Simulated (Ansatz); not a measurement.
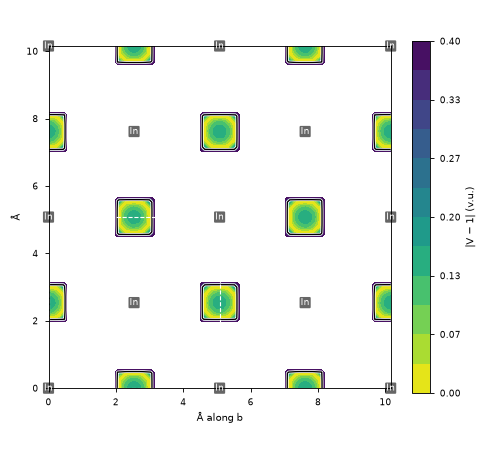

Bond-valence mismatch |V − 1| for Li+ in InN in space group F-43m on the section x = 0.000 (parallel to b and c; the dashed line is one cell); the black line is the 0.2 v.u. contour, and values above the scale's top are cut off.

At each point the valence sum V of a Li+ ion is computed from the anions within 5 Å (s = exp((R0 − d)/b), R0 fitted to published crystal structures with b = 0.37 Å; R0: Li+–N 1.616 Å). Points too close to the other cations are excluded (2.0 Å from In). Li+ is a guest here, not part of the formula. This is an empirical screen for pathways, not an energy calculation.

The cell is taken from the geometry relaxed at a target pressure of -2 GPa with DFT PBE, scalar-relativistic, plane waves, PAW in Ansatz 0.2.0.

```xyz
8
Lattice="5.0778 0.0000 0.0000 0.0000 5.0778 0.0000 0.0000 0.0000 5.0778" Properties=species:S:1:pos:R:3 pbc="T T T"
In    0.0000    0.0000    0.0000
N     1.2694    1.2694    3.8083
In    0.0000    2.5389    2.5389
N     1.2694    3.8083    1.2694
In    2.5389    0.0000    2.5389
N     3.8083    1.2694    1.2694
In    2.5389    2.5389    0.0000
N     3.8083    3.8083    3.8083
```

> In the whole crystal, how are the regions below 0.2 v.u. connected?

No path at this level: the regions are isolated pockets that do not connect across cells.

> At which mismatch do paths open?

From a mismatch of about 0.45 v.u. the regions form a three-dimensional network. These are grid estimates, good to about 0.1 v.u.
